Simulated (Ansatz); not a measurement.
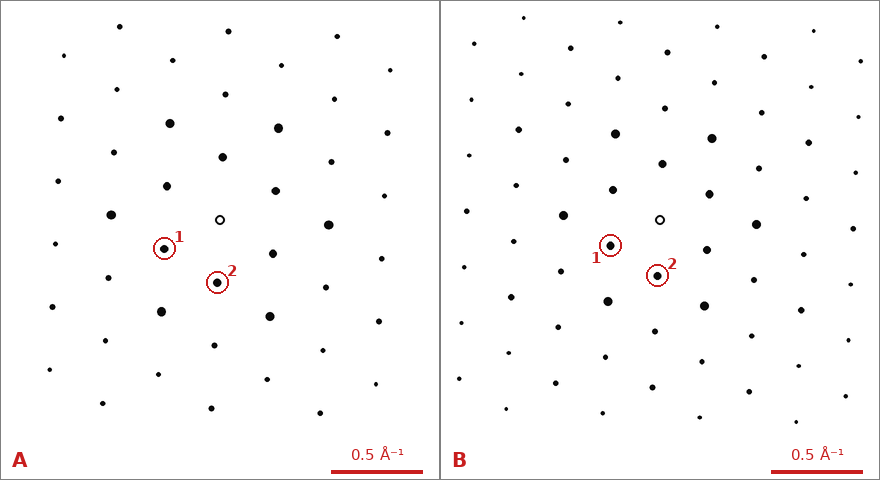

Kinematic electron diffraction patterns (120 kV, B = 0.5 Å², same scale) along [001] of the run's own cell, for the start and the end of one relaxation of NbP with Ansatz 0.2.0, DFT PBE, scalar-relativistic, plane waves, PAW. k mesh 10×10×8. The start is a generated model structure, and the relaxation ends in the nearest stationary point of its symmetry, not necessarily the ground state. Spot 1 is -1 0 0 and spot 2 is 0 -1 0 in both.

Start structure:

```yaml
crystal:
  lattice:
    - [3.73161, 0.00000, 0.00000]
    - [-1.86581, 3.23167, 0.00000]
    - [0.00000, 0.00000, 5.20095]
  atoms:
    - { symbol: Nb, position: [0.00000, 0.00000, 0.00000] }
    - { symbol: Nb, position: [0.00000, 0.00000, 0.50000] }
    - { symbol: P, position: [0.33333, 0.66667, 0.25000] }
    - { symbol: P, position: [0.66667, 0.33333, 0.75000] }
```

### Which pattern belongs to the start structure, and which to the relaxed one?

B is the start: its cell gives d(1) = 3.232 Å, d(2) = 3.232 Å and an angle of 60.0°. A is the relaxed structure, with d(1) = 2.872 Å (-11.1 %), d(2) = 2.872 Å (-11.1 %) and 60.0°.

### What did the relaxation do to the structure and the energy?

The volume changed by +2.0 % to 15.99 Å³ an atom; the fractional coordinates hardly changed; the space group stayed P6_3/mmc (No. 194); the free energy fell by 560 meV an atom. Relaxed cell: a = 3.316 Å, b = 3.316 Å, c = 6.716 Å, α = 90.00°, β = 90.00°, γ = 120.00°.
